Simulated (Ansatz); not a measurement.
## Ge: a changed input and its effect

System: Ge (2 atoms in the cell).
Method of run A: DFT PBEsol, scalar-relativistic, plane waves, PAW, no spin polarisation (Ansatz 0.2.0).

The structure derives from a Materials Project entry. Text and figures count atoms from 1; the logs count them from 0 in places.

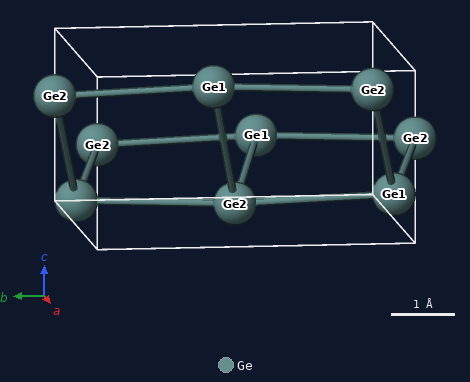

Figure 1. The input geometry (ball-and-stick view of the cell 2 times as large as that of the calculation, set on its symmetry axes, seen at an oblique angle; atoms are numbered from 1 in the order of the input). An atom can appear more than once, as a periodic image. Near neighbours in the periodic cell (some may lie outside the picture): Ge has 8 Ge at 2.56 to 2.97 Å.

## The input, run A
```yaml
crystal:
  lattice:
    - [-2.5630127546, 2.5630127546, 1.396662273]
    - [2.5630127546, -2.5630127546, 1.396662273]
    - [2.5630127546, 2.5630127546, -1.396662273]
  atoms:
    - { symbol: Ge, position: [0.3573989059, 0.8573989059, 0.5] }
    - { symbol: Ge, position: [0.3926010941, 0.3926010941, 0.0] }
basis:
  ecutwfc: 420
kpoints:
  mp_grid: { grid: [24, 24, 24] }
hamiltonian:
  xc: pbesol
scf:
  occupations: { method: gaussian, width: 0.15 }
output:
  forces: true
  stress: true
  eigenvalues: true
```

Command:
```bash
ansatz run input.yaml --threads 2 --pin off --max-ram 5120MiB --backend cpu --events-out ev --progress --plain --runs-dir out
```

Hardware: 2 threads of Intel Xeon (Sapphire Rapids), 192 GiB of memory available, shared host.

## Output, shortened to warnings, some set-up lines, iterations and results (run A)
```
Basis set: ecut = 420 eV, 725 PW (Γ), exchange–correlation on 54×54×54 points (8 copies of the dense FFT grid, shifted against one another)
Symmetry: 8 space group operations
k-points: 1963 of 13824
Initial density: superposition of atomic densities (neutral atoms: chi_scale 0, normalization atom), corrected by the library's trained network
[...]
SCF iter   1: F=—  HF=-8506.605402 eV  |F-HF|=—  |Δ(HF+E_count)|=         —  Δρ=2.28e-3  dr2=1.08e-3  ethr=1.77e-3  ⟨swp⟩=5.0  Hψ=144118  notcnv=0
SCF iter   2: F=—  HF=-8506.604296 eV  |F-HF|=—  |Δ(HF+E_count)|=   1.11e-3  Δρ=1.02e-3  dr2=2.69e-4  ethr=3.85e-6  ⟨swp⟩=2.0  Hψ=77707  notcnv=0
SCF iter   3: F=—  HF=-8506.604294 eV  |F-HF|=—  |Δ(HF+E_count)|=   1.95e-6  Δρ=5.69e-4  dr2=1.00e-4  ethr=9.60e-7  ⟨swp⟩=1.0  Hψ=35102  notcnv=0
SCF iter   4: F=—  HF=-8506.604287 eV  |F-HF|=—  |Δ(HF+E_count)|=   7.06e-6  Δρ=8.83e-5  dr2=2.63e-6  ethr=3.58e-7  ⟨swp⟩=2.0  Hψ=39374  notcnv=0
SCF iter   5: F=—  HF=-8506.604285 eV  |F-HF|=—  |Δ(HF+E_count)|=   1.75e-6  Δρ=9.78e-6  dr2=2.84e-8  ethr=9.40e-9  ⟨swp⟩=2.9  Hψ=60784  notcnv=0
SCF iter   6: F=-8506.604285 eV  HF=-8506.604285 eV  |F-HF|=8.24e-10  |Δ(HF+E_count)|=   6.27e-9  Δρ=2.29e-6  dr2=1.80e-9  ethr=1.02e-10  ⟨swp⟩=1.8  Hψ=110854  notcnv=0
SCF 1 converged in 6 iterations: F = -8506.604285 eV  dr2 = 1.80e-9
SCF converged after 6 iterations
Free energy (F): -8506.604285 eV
Harris-Foulkes:  -8506.604285 eV  (|F-HF|=8.24e-10)
Internal energy: -8506.594844 eV  (E = F + TS)
E sigma→0 (E₀):  -8506.599565 eV
Entropy (-TS):   -0.009441 eV (-4.720 meV/atom)
Fermi energy:    11.234759 eV
--- Per-component energies (eV) ---
  E_band       = -221.724260
  E_kinetic    = 222.500900
  E_local      = -4276.753915  (includes V_loc(G=0)·N_el)
  E_nonlocal   = 836.118749
  E_hartree    = 1872.477067
  E_xc         = -150.657708
  E_vxc        = -130.261698  (∫ρ·V_xc dr)
  E_paw        = -3953.775557  (= ΣΔE_a)
  E_vpaw       = -618.283414  (= ΣTr[D̂ρ^β])
  E_aug_tail   = 0.000554  (compensation charges beyond the density's cutoff)
  E_ewald      = -3058.340808
  E_core_change = 1.835872  (= ΣΔE_core)
  E_smearing   = -0.009441  (= −TS)
  E_closure    = -0.000000  (closes the sum)
  Σ components = -8506.604285   (vs F -8506.604285, Δ=0.00e0)
--- Forces (eV/Å), atoms counted from 1 ---
  atom   1  Ge     0.00000000     0.00000000    -0.06049621
  atom   2  Ge     0.00000000     0.00000000     0.06049621
  max |Σ_I F_I| component: 6.94e-18 eV/Å
--- Stress (GPa, compression-positive) ---
        5.993947       0.000000       0.000000
        0.000000      -3.359126       0.000000
        0.000000       0.000000      -1.059227
  P = ⅓ Tr σ = 0.5252 GPa (5.252 kbar)
```

For run B the input was changed thus:
```diff
-    - { symbol: Ge, position: [0.3573989059, 0.8573989059, 0.5] }
-    - { symbol: Ge, position: [0.3926010941, 0.3926010941, 0.0] }
+    - { symbol: Ge, position: [0.2365751368, 0.7365751368, 0.5] }
+    - { symbol: Ge, position: [0.5134248632, 0.5134248632, 0.0] }
```

How does run B compare with run A?

With the same functional and potentials, run B lies 30.9 meV per atom lower. The pressure goes from 0.53 to −0.03 GPa. The number of SCF iterations is the same.

## Output, shortened to warnings, some set-up lines, iterations and results (run B)
```
Basis set: ecut = 420 eV, 725 PW (Γ), exchange–correlation on 54×54×54 points (8 copies of the dense FFT grid, shifted against one another)
Symmetry: 8 space group operations
k-points: 1963 of 13824
Initial density: superposition of atomic densities (neutral atoms: chi_scale 0, normalization atom), corrected by the library's trained network
[...]
SCF iter   1: F=—  HF=-8506.667193 eV  |F-HF|=—  |Δ(HF+E_count)|=         —  Δρ=2.31e-3  dr2=1.29e-3  ethr=1.77e-3  ⟨swp⟩=5.0  Hψ=143950  notcnv=0
SCF iter   2: F=—  HF=-8506.666029 eV  |F-HF|=—  |Δ(HF+E_count)|=   1.16e-3  Δρ=1.13e-3  dr2=3.49e-4  ethr=4.59e-6  ⟨swp⟩=2.0  Hψ=78025  notcnv=0
SCF iter   3: F=—  HF=-8506.666031 eV  |F-HF|=—  |Δ(HF+E_count)|=   1.86e-6  Δρ=6.35e-4  dr2=1.26e-4  ethr=1.25e-6  ⟨swp⟩=1.0  Hψ=35093  notcnv=0
SCF iter   4: F=—  HF=-8506.666022 eV  |F-HF|=—  |Δ(HF+E_count)|=   8.64e-6  Δρ=8.02e-5  dr2=1.91e-6  ethr=4.48e-7  ⟨swp⟩=2.1  Hψ=41146  notcnv=0
SCF iter   5: F=—  HF=-8506.666021 eV  |F-HF|=—  |Δ(HF+E_count)|=   7.65e-7  Δρ=9.95e-6  dr2=3.35e-8  ethr=6.84e-9  ⟨swp⟩=2.3  Hψ=48577  notcnv=0
SCF iter   6: F=-8506.666021 eV  HF=-8506.666021 eV  |F-HF|=1.60e-9  |Δ(HF+E_count)|=   9.27e-9  Δρ=2.63e-6  dr2=2.44e-9  ethr=1.20e-10  ⟨swp⟩=2.9  Hψ=113435  notcnv=0
SCF 1 converged in 6 iterations: F = -8506.666021 eV  dr2 = 2.44e-9
SCF converged after 6 iterations
Free energy (F): -8506.666021 eV
Harris-Foulkes:  -8506.666021 eV  (|F-HF|=1.60e-9)
Internal energy: -8506.657641 eV  (E = F + TS)
E sigma→0 (E₀):  -8506.661831 eV
Entropy (-TS):   -0.008380 eV (-4.190 meV/atom)
Fermi energy:    11.179960 eV
--- Per-component energies (eV) ---
  E_band       = -221.680044
  E_kinetic    = 222.494415
  E_local      = -4276.952263  (includes V_loc(G=0)·N_el)
  E_nonlocal   = 836.368831
  E_hartree    = 1872.758416
  E_xc         = -150.606027
  E_vxc        = -130.210654  (∫ρ·V_xc dr)
  E_paw        = -3954.109441  (= ΣΔE_a)
  E_vpaw       = -618.898866  (= ΣTr[D̂ρ^β])
  E_aug_tail   = 0.000577  (compensation charges beyond the density's cutoff)
  E_ewald      = -3058.448021
  E_core_change = 1.835872  (= ΣΔE_core)
  E_smearing   = -0.008380  (= −TS)
  E_closure    = -0.000000  (closes the sum)
  Σ components = -8506.666021   (vs F -8506.666021, Δ=0.00e0)
--- Forces (eV/Å), atoms counted from 1 ---
  atom   1  Ge     0.00000000     0.00000000     0.04969999
  atom   2  Ge     0.00000000     0.00000000    -0.04969999
  max |Σ_I F_I| component: 6.94e-18 eV/Å
--- Stress (GPa, compression-positive) ---
       -1.120604       0.000000       0.000000
        0.000000       0.589439       0.000000
        0.000000       0.000000       0.449397
  P = ⅓ Tr σ = -0.0273 GPa (-0.273 kbar)
```

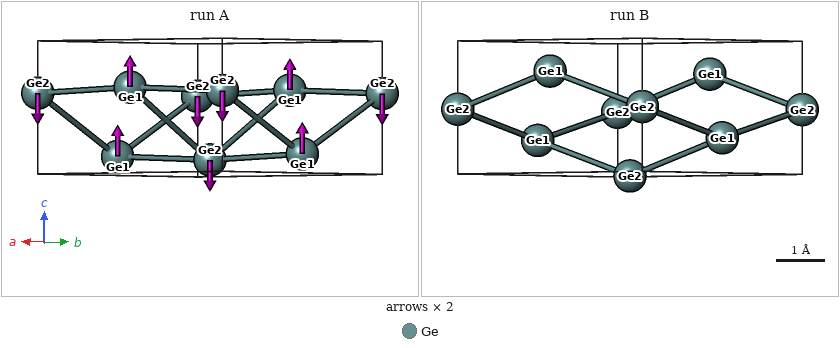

Figure 2. The two input geometries at one scale (ball-and-stick view of the cell 2 times as large as that of the calculation, set on its symmetry axes, seen at an oblique angle). The pink arrows on the first give the shifts of the atoms relative to the cell, with their mean removed, magnified 2 times. The largest moves, 0.34 Å, are those of Ge1 and Ge2. (The mean shift of all atoms is removed.) The lattice vectors keep their values. Among the contacts that change: Ge1–Ge2 2.967 → 3.358 Å.

## The two runs side by side

| quantity | run A | run B |
| --- | --- | --- |
| outcome | converged | converged |
| free energy per atom (eV) | −4253.3021 | −4253.3330 |
| energy per atom, smearing taken to zero (eV) | −4253.2998 | −4253.3309 |
| gap on the mesh (eV) | 0.00 | 0.00 |
| pressure (GPa) | 0.53 | −0.03 |
| largest force (eV/Å) | 0.060 | 0.050 |
| SCF iterations | 6 | 6 |
| irreducible k-points | 1963 | 1963 |
| plane waves at Γ | 725 | 725 |
| wall time (shared host) | 31 s | 33 s |
